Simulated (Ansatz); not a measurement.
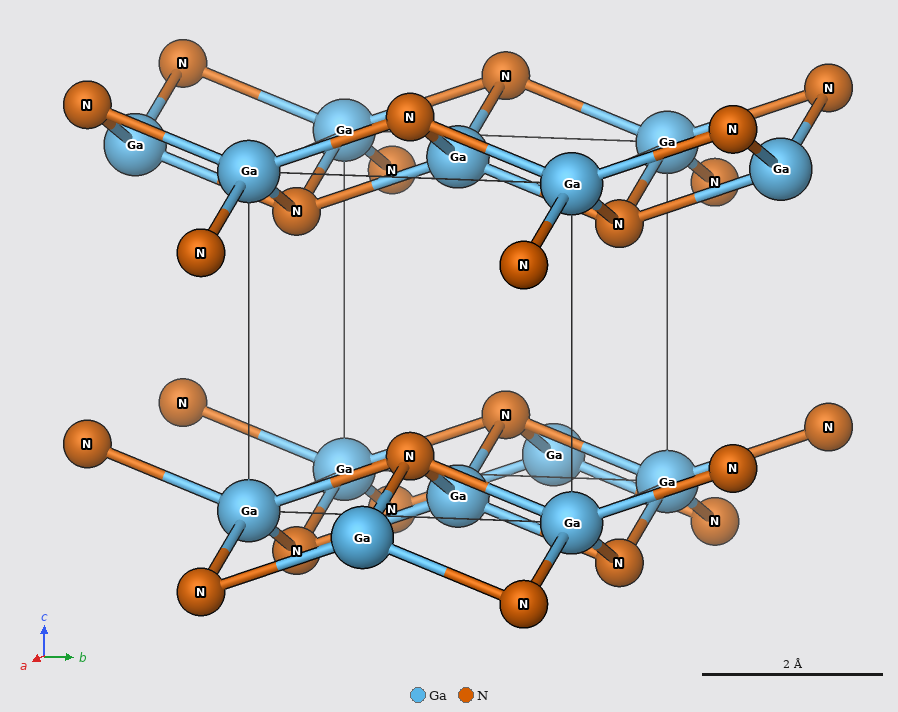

The crystal in a ball-and-stick representation, seen slightly off an axis. The wireframe shows the conventional unit cell. The bonded neighbours beyond the faces are included. Cell: a = 3.76 Å, b = 3.76 Å, c = 3.82 Å, α = 90.00°, β = 90.00°, γ = 90.00°.

Origin of the cell: a random cell made by a generator, so it need not be a real form of the compound. Earlier steps of the study may have refined or changed the cell and positions. A calculation with Ansatz used it as input.

What can be read from this drawing?

This is GaN. The structure has P4/nmm (No. 129) symmetry and a primitive tetragonal lattice. There are 4 atoms in the cell: 2 Ga, 2 N. About every Ga there are four N at about 2.0 Å. Around each N lie four Ga at about 2.0 Å. Not all metal-metal contacts are counted. The bonds build GaN layers parallel to (001).

The numbers come from Ansatz 0.2.0, DFT PBE, scalar-relativistic, plane waves, PAW, using wavefunction cutoff 420 eV, an 8×8×8 k-point grid, Gaussian smearing of 0.02 eV, no spin polarisation.

How large a gap does the method give, if there is one?

A semiconductor at this level, with a gap of 0.83 eV, indirect.

List the Bader charges.

Ga +1.57 e; N -1.57 e.

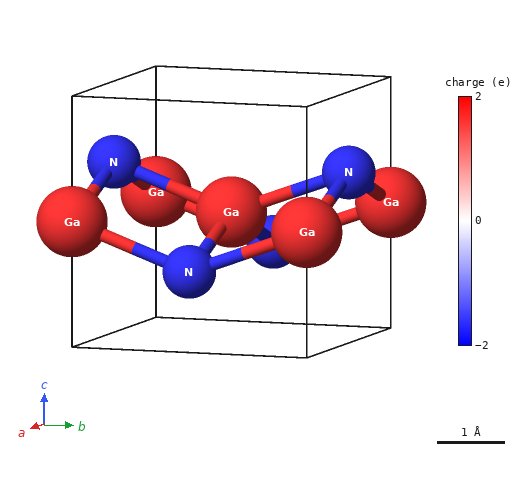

The atoms coloured by those charges. The run's cell of 4 atoms is drawn, so axes and origin can differ from the first picture.

Is the structure in equilibrium?

Yes. The largest force is 0.01 eV/Å. The pressure is 0.0 GPa, close to zero.
